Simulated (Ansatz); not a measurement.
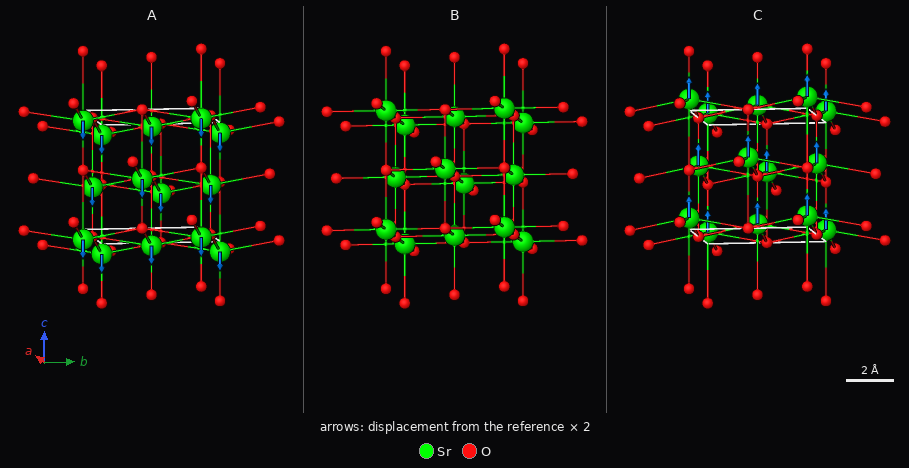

A scan of crystalline SrO (Fm-3m): the whole Sr sublattice is shifted rigidly, towards the nearest copy of atom 2 (O) at 2.570 Å, all else fixed. A ball-and-stick model of the conventional cell (4 times the calculation's cell), seen along the a axis, with a slight tilt. Blue arrows: displacements from the reference. Lengths and directions refer to the drawn axes.

Theory: DFT PBEsol, scalar-relativistic, plane waves, PAW (Ansatz 0.2.0). Set-up: plane-wave cutoff 420 eV; k-point mesh 8 × 8 × 8; occupations gaussian; smearing width 0.05 eV; no spin polarisation. Energies (free energies at the smearing named) are counted from the cell as listed in its source, which wasn't relaxed.

Question: Rank the frames from lowest to highest energy.

Answer: Lowest first: B (the displacement 0.00 Å, 0 meV/cell), A (the displacement 0.4375 Å, 342 meV/cell), C (the displacement −0.50 Å, 509 meV/cell). Over the whole scan: the lowest computed point lies at the displacement 0.00 Å (0 meV/cell). The end points stand at 509 meV/cell (−0.50 Å) and 509 meV/cell (0.50 Å). The curvature at zero is about 2.1 eV/Å² per cell. The well is symmetric. At the highest point the shortest interatomic distance is 2.07 Å, against 2.57 Å in the reference. The distortion takes the space group from Fm-3m to I4mm.
